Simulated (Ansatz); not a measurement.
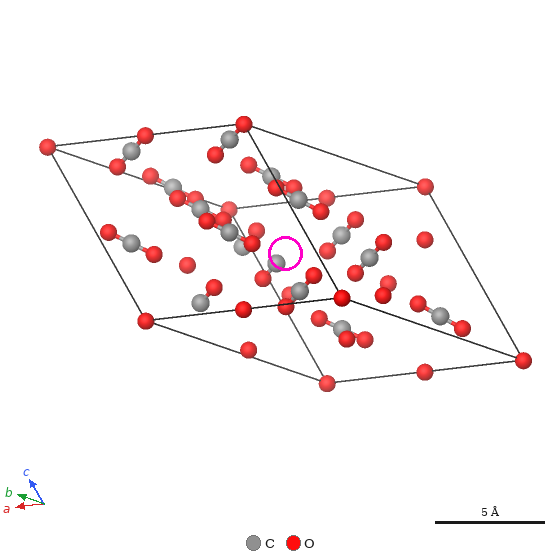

Ball-and-stick drawing of the structure, looking from a general direction. The edges of the supercell are marked. The host is CO₂, in a cell of 48 sites, and the cell is neutral. A ring marks the defect's site.

Q: What imperfection does the supercell contain?

A: An oxygen vacancy. Around the empty site lies one C at about 0.8 Å.

The atoms were relaxed in the host's cell with Ansatz, DFT PBE+D3(BJ), scalar-relativistic, plane waves, PAW.
